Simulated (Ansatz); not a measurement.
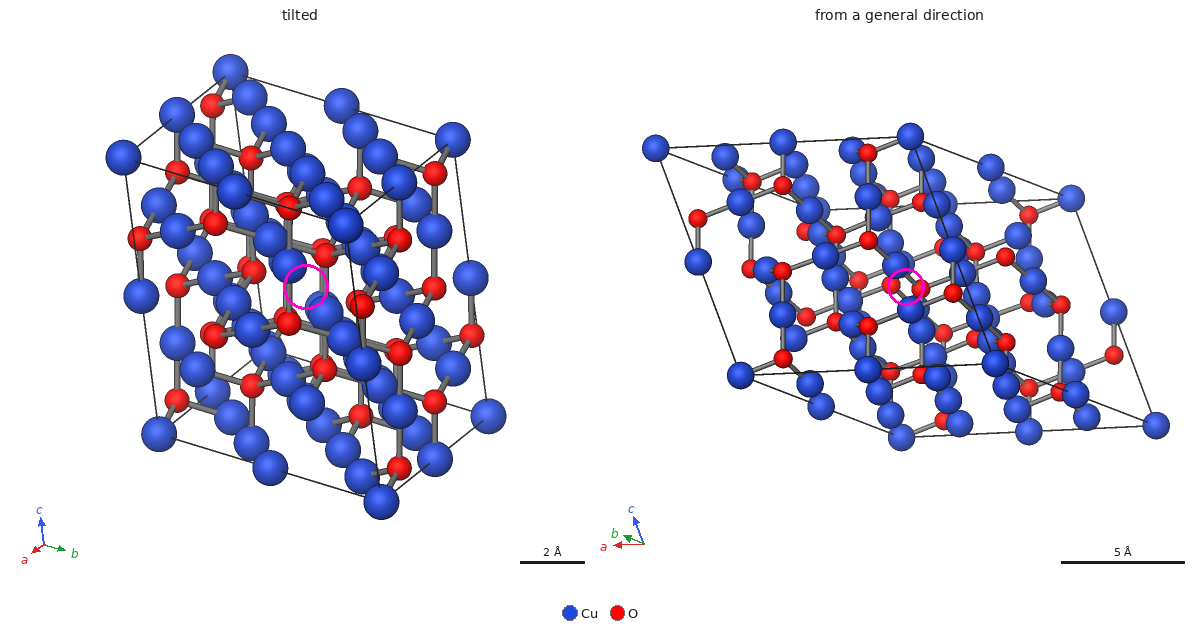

Structure drawing (ball-and-stick), viewed slightly off an axis and from a general direction. The edges of the supercell are marked. The host is Cu2O, in a cell of 72 sites, and the cell carries a charge of -1. A ring marks the defect's site.

> Where does the cell differ from the host, and how?

A copper vacancy. Around the empty site lie two O at about 1.8 Å.

Run with DFT PBE, scalar-relativistic, plane waves, PAW in Ansatz and these settings: a kinetic-energy cutoff of 420 eV, k-grid 2×2×2, Gaussian smearing of 0.02 eV, collinear spins.

> Does the defective cell carry a moment?

No net moment.

The atoms were relaxed in the host's cell with DFT PBE, scalar-relativistic, plane waves, PAW in Ansatz 0.2.0.
